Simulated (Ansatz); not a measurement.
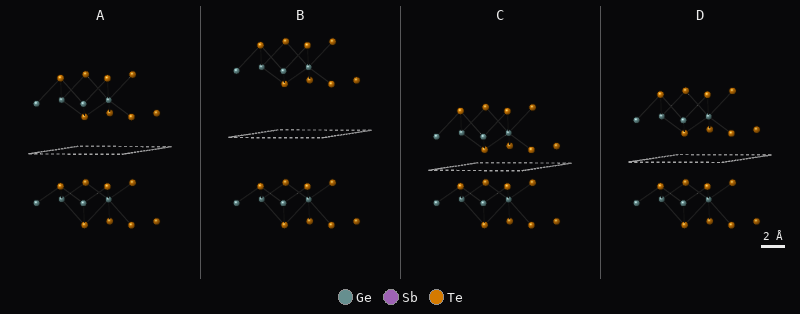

Energy scan for crystalline Ge2Sb2Te5 (P-3m1), in which the crystal is pulled apart rigidly along the normal of the (0 0 1) plane of the conventional cell, at a cut between a plane of Te below and one of Te above, 3.24 Å apart. One cut stands in each cell, which starts 18.1 Å high; nothing is relaxed, and the dashed outline marks the cut. A ball-and-stick model of the layers on both sides of the cut, seen from the side, nearly along the cut plane.

Method: DFT PBE, scalar-relativistic, plane waves, PAW (Ansatz). Settings: plane-wave cutoff 420 eV; k-point mesh 11 × 11 × 3; occupations gaussian; smearing width 0.15 eV; no spin polarisation. Energies (free energies at the smearing named) are counted from the relaxed crystal.

> Rank the frames from lowest to highest energy.

Lowest first: C (the opening 0.00 Å, 0.000 J/m²), D (the opening 1.50 Å, 0.020 J/m²), A (the opening 3.00 Å, 0.029 J/m²), B (the opening 6.00 Å, 0.032 J/m²). Over the whole scan: at the widest opening, 6.00 Å, the energy has risen by 0.032 J/m², where the curve has levelled off: this is the ideal work of separation, the sum of the two unrelaxed surface energies of a slab 18.1 Å thick. The steepest rise lies between 0.50 Å and 0.75 Å, with a mean traction of about 0.17 GPa. Pressing the cut together by 0.30 Å costs 0.008 J/m². The band gap on the mesh, 0.14 eV in the reference, closes at 0.50 Å, 0.75 Å, 1.00 Å, 1.50 Å.
